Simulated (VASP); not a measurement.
Crystal: Pt, an entry of the Crystallography Open Database, as set up for an electronic-structure calculation.

```cif
data_structure
_symmetry_space_group_name_H-M 'Fm-3m'
_symmetry_Int_Tables_number 225
_cell_length_a 3.9218
_cell_length_b 3.9218
_cell_length_c 3.9218
_cell_angle_alpha 90.000
_cell_angle_beta 90.000
_cell_angle_gamma 90.000
_cell_volume 60.32
loop_
_atom_site_label
_atom_site_type_symbol
_atom_site_symmetry_multiplicity
_atom_site_Wyckoff_symbol
_atom_site_fract_x
_atom_site_fract_y
_atom_site_fract_z
_atom_site_occupancy
Pt1 Pt 4 a 0.00000 0.00000 0.00000 1
```

> What does its first Brillouin zone look like, and which path through it is standard?

It has a face-centred cubic lattice (cF; extended symbol cF2). The zone is a truncated octahedron in its combinatorial type: 14 faces (6 with 4 edges, 8 with 6 edges), 36 edges, 24 vertices. Path: Γ–X–U | K–Γ–L–W–X.

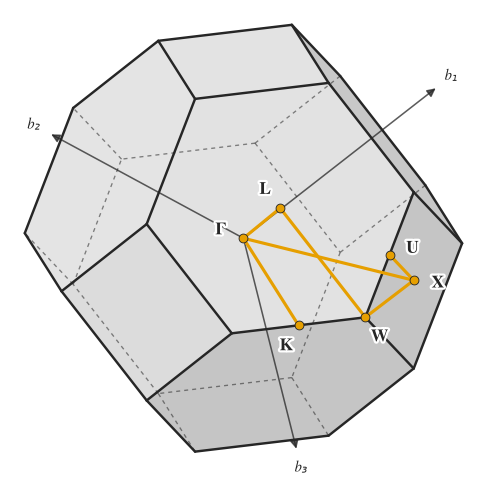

Labels and path follow the convention of Hinuma et al. (2017), as computed by seekpath; the arrows show the directions of the reciprocal primitive vectors b₁, b₂, b₃, in which coordinates are given; lengths include the factor 2π.

```
point   k₁   k₂   k₃  length of k (1/Å)
    Γ    0    0    0              0.000
    X  1/2    0  1/2              1.602
    L  1/2  1/2  1/2              1.387
    W  1/2  1/4  3/4              1.791
    K  3/8  3/8  3/4              1.699
    U  5/8  1/4  5/8              1.699
```
